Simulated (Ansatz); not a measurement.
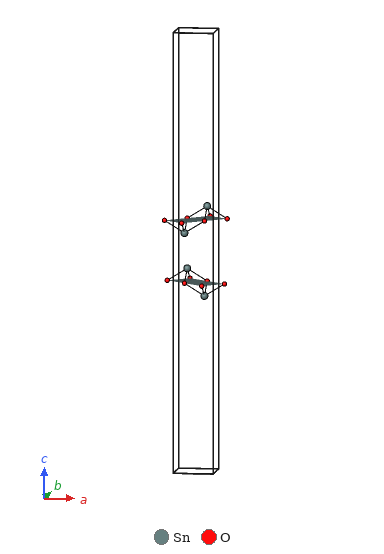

Drawn in the polyhedral manner and seen from the side at a slight tilt. Thin lines show the simulation cell, with boundary atoms drawn in all their periodic places. Some neighbours outside the box are added.

SnO, a = 3.82 Å, b = 3.82 Å, c = 42.06 Å, α = 90.00°, β = 90.00°, γ = 90.00°.

The numbers come from Ansatz 0.2.0, DFT PBE+D3(BJ), scalar-relativistic, plane waves, PAW, using a 420 eV plane-wave basis, k-grid 6×6×1, Gaussian smearing of 0.02 eV, no spin polarisation.

> Classify it as metallic or gapped, with the value.

A semiconductor at this level, with a gap of 1.84 eV, indirect; the smallest direct gap is 2.11 eV.

Its origin is a structure listed in the Materials Project, from which a slab was cut. The atoms were relaxed in a fixed cell with DFT PBE+D3(BJ), scalar-relativistic, plane waves, PAW in Ansatz.
